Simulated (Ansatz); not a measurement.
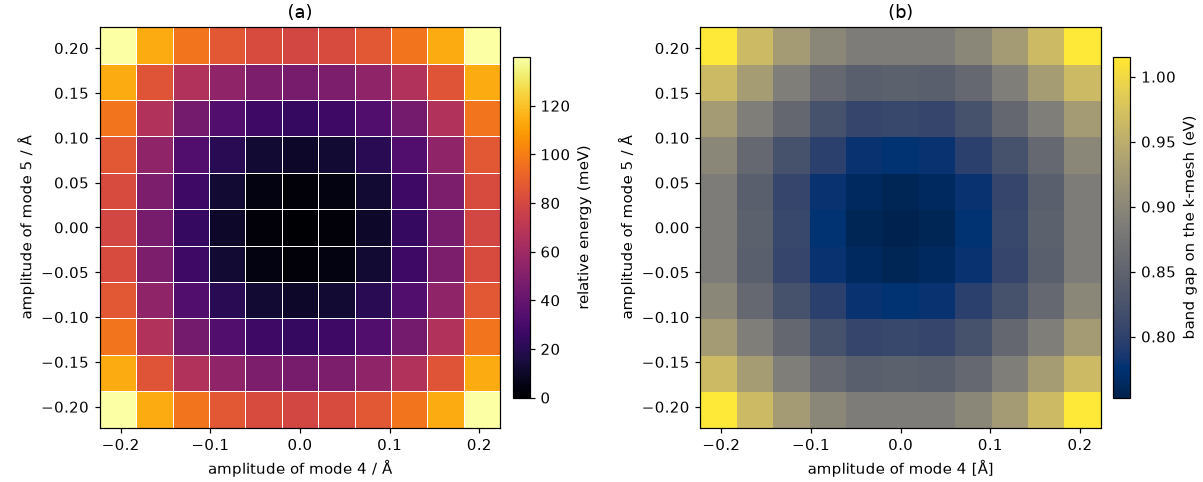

CdS (Fm-3m, No. 225; 2 atoms in the cell). 
- The energy is mapped over two normal modes frozen in (zone-centre modes of the 2-atom cell of this scan).
- Coordinates scanned: (1) amplitude of mode 4 (139 cm⁻¹), largest displacement; (2) amplitude of mode 5 (139 cm⁻¹), largest displacement.
- Nothing is relaxed (the cell and all other modes fixed).
- The scan uses an 11 × 11 grid; 21 points were computed and 100 follow by symmetry.
- Points are written as (first, second).
- Energies: meV per cell, counted from the lowest grid point.
- The calculation used DFT r2SCAN, scalar-relativistic, plane waves, PAW in Ansatz. Settings: cutoff 500 eV, k-mesh 8×8×8, gaussian smearing 0.05 eV, no spin polarisation.

Panel (a) is the energy and panel (b) the computed band gap on the k-mesh on the same grid.

Drawn: one coloured cell a grid point.

### How does the band gap on the k-mesh vary over the map, and what is it at the lowest grid point?

It runs from 0.75 eV at (0.000 Å, 0.000 Å) to 1.01 eV at (−0.203 Å, −0.203 Å). At the lowest grid point, (0.000 Å, 0.000 Å), it is 0.75 eV.
